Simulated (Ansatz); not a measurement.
TiAl: several calculations on one system

## 1. A change

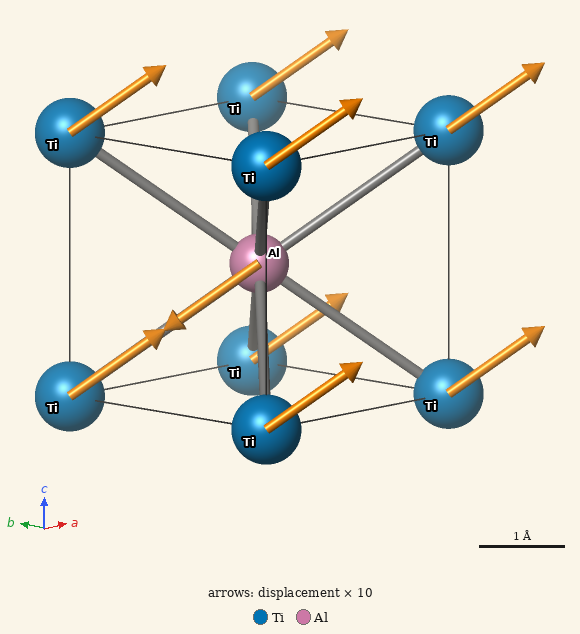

A symmetric starting cell of TiAl. The orange arrows show how the atoms are displaced (without the part that the change of the cell carries along), magnified 10 times. Besides, the cell is strained by −6.4 % along [1 −1 1] and +5.6 % across it (volume +4.4 %). A ball-and-stick model of the cell of the calculation, seen from a free direction.

The calculation used DFT PBE, scalar-relativistic, plane waves, PAW in Ansatz. Set-up: plane-wave cutoff 420 eV; k-point mesh 12 × 12 × 12; occupations gaussian; smearing width 0.1 eV; no spin polarisation.

Question: How are the atoms displaced, and what does the calculation give?

Answer: Atoms are displaced by 0.14 Å relative to the cell: Al 0.14 Å along [−1 1 −1], Ti 0.14 Å along [1 −1 1]. No relaxation follows. The starting cell wasn't computed here and needn't be at equilibrium, so pressure and forces aren't due to the change alone. The pressure is 2.8 GPa (not all of it need come from the change, since the unchanged cell can be under pressure at this level too). The principal stresses (compression positive) are 27.3 GPa along [1 −1 1] and −9.5 GPa across it. The largest forces, 3.3 eV/Å, act on Ti and Al; on the Ti atom it points along [−1 1 −1]. The forces point straight back along the displacements (cosine −1.00). Near-neighbour distances before and after: Al–Ti 2.753 → 2.297 to 2.969 Å. The space group (tolerance 0.01 Å) goes from Pm-3m (No. 221) to R3m (No. 160).

## 2. A change

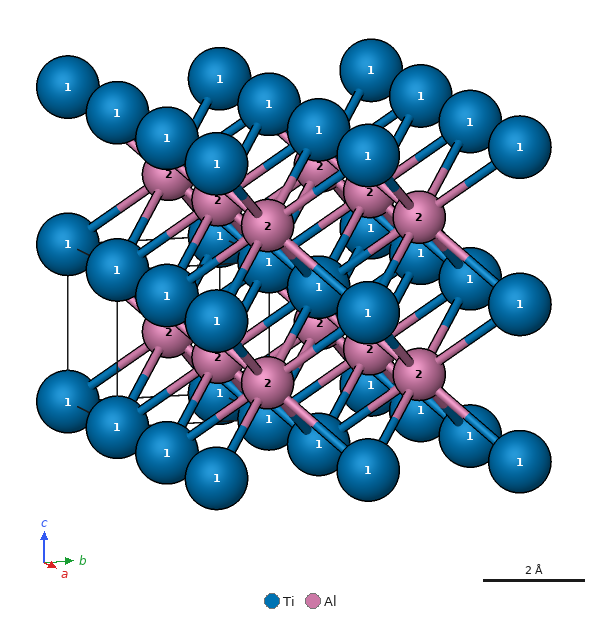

This is a symmetric starting cell of TiAl. The picture is a ball-and-stick view of the cell of the calculation, repeated 3 × 2 × 2 with one cell outlined, seen slightly off an axis.

These are results of Ansatz, DFT PBE, scalar-relativistic, plane waves, PAW, not measurements. Set-up: plane-wave cutoff 420 eV; k-point mesh 12 × 12 × 12; occupations gaussian; smearing width 0.1 eV; no spin polarisation.

Now this is done to it. The cell is strained by +3.2 % along b and +1.7 % across it (volume +6.7 %), the atoms keeping their fractional coordinates. No relaxation follows. The starting cell wasn't computed here and needn't be at equilibrium, so pressure and forces aren't due to the change alone.

Question: What does the calculation give for the changed structure?

Answer: The pressure is −5.8 GPa (not all of it need come from the change, since the unchanged cell can be under pressure at this level too). The principal stresses (compression positive) are −5.2 GPa along b and −6.1 GPa across it. All forces vanish by symmetry. Among the bonded contacts that change: Al–Ti 2.753 → 2.814 Å. The space group (tolerance 0.01 Å) goes from Pm-3m (No. 221) to P4/mmm (No. 123).

The changed structure in the same view:

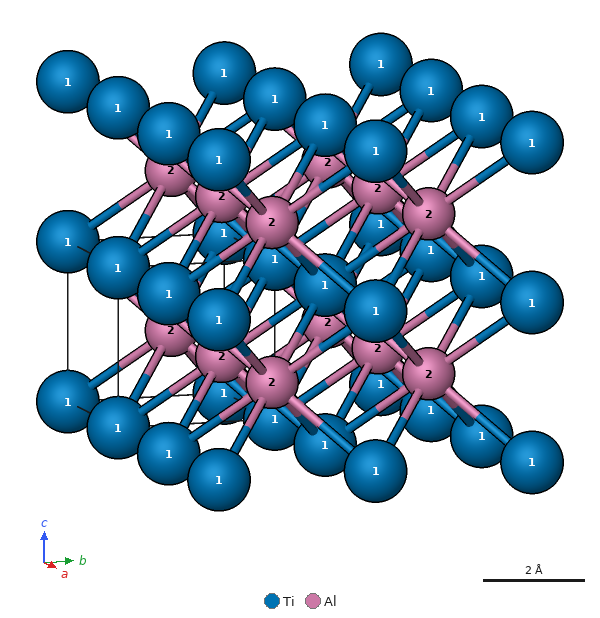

## 3. Distortion

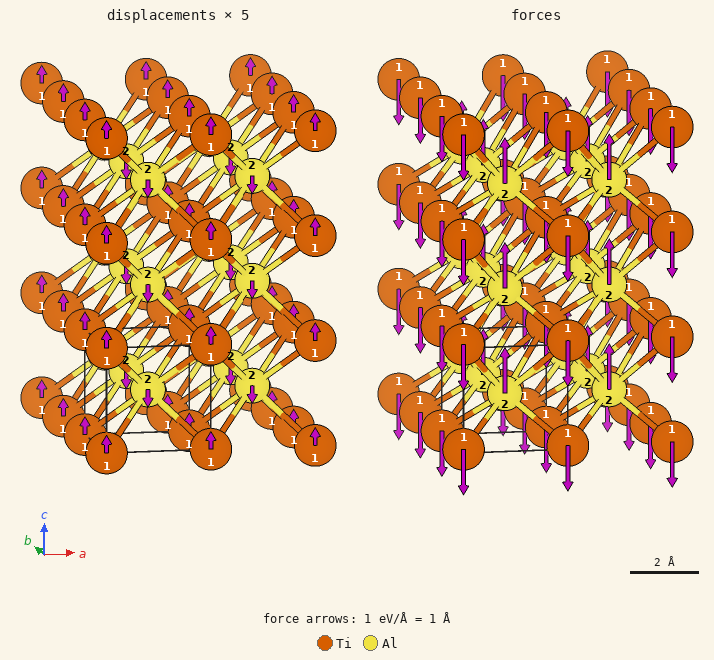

Left: a symmetric starting cell of TiAl, with purple arrows for the displacements applied to it. Right: the displaced structure with the computed forces. The picture is a ball-and-stick view of the cell of the calculation, repeated 2 × 3 × 3 with one cell outlined, seen slightly off an axis.

Theory: DFT PBE, scalar-relativistic, plane waves, PAW (Ansatz 0.2.0). Settings: plane-wave cutoff 420 eV; k-point mesh 12 × 12 × 12; occupations gaussian; smearing width 0.1 eV; no spin polarisation.

Q: How do the forces relate to the distortion?

A: Atoms are displaced by 0.11 Å: Al2 0.11 Å along −c, Ti1 0.11 Å along +c. No relaxation follows. The starting cell wasn't computed here and needn't be at equilibrium, so pressure and forces aren't due to the change alone. Among the bonded contacts that change: Al–Ti 2.753 → 2.630 to 2.889 Å. The space group (tolerance 0.01 Å) goes from Pm-3m (No. 221) to P4mm (No. 99). The pressure is 2.8 GPa (not all of it need come from the change, since the unchanged cell can be under pressure at this level too). The principal stresses (compression positive) are 1.1 GPa along c and 3.6 GPa across it. The largest forces, 1.4 eV/Å, act on Ti1 and Al2; on Ti1 it points along −c. The forces point straight back along the displacements (cosine −1.00).

## 4. Distortion

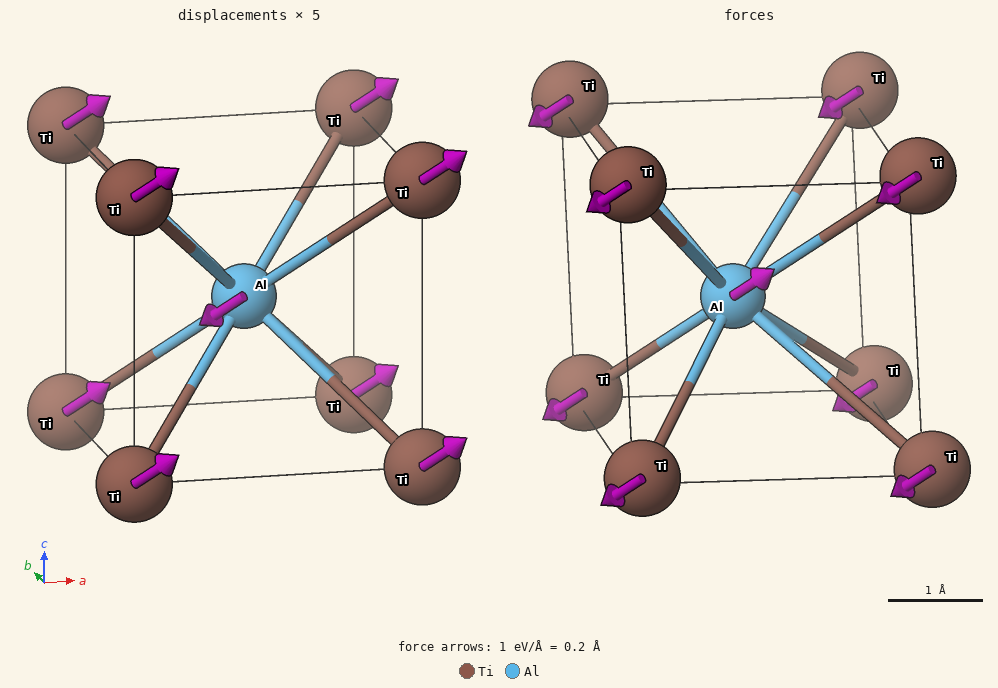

Left: a symmetric starting cell of TiAl, with purple arrows for the displacements applied to it (without the part that the change of the cell carries along). Right: the displaced structure with the computed forces. Besides, the cell is strained by −6.4 % along [1 −1 1] and +5.6 % across it (volume +4.4 %). Style: ball-and-stick. Shown: the cell of the calculation, slightly off an axis.

Method: Ansatz, DFT PBE, scalar-relativistic, plane waves, PAW. Set-up: plane-wave cutoff 420 eV; k-point mesh 12 × 12 × 12; occupations gaussian; smearing width 0.1 eV; no spin polarisation.

Describe the distortion and the response.

Answer. Atoms are displaced by 0.14 Å relative to the cell: Al 0.14 Å along [−1 1 −1], Ti 0.14 Å along [1 −1 1]. No relaxation follows. The starting cell wasn't computed here and needn't be at equilibrium, so pressure and forces aren't due to the change alone. Some distances before and after: Al–Ti 2.753 → 2.297 to 2.969 Å. The space group (tolerance 0.01 Å) goes from Pm-3m (No. 221) to R3m (No. 160). The pressure is 2.8 GPa (not all of it need come from the change, since the unchanged cell can be under pressure at this level too). The principal stresses (compression positive) are 27.3 GPa along [1 −1 1] and −9.5 GPa across it. The largest forces, 3.3 eV/Å, act on Ti and Al; on the Ti atom it points along [−1 1 −1]. The forces point straight back along the displacements (cosine −1.00).
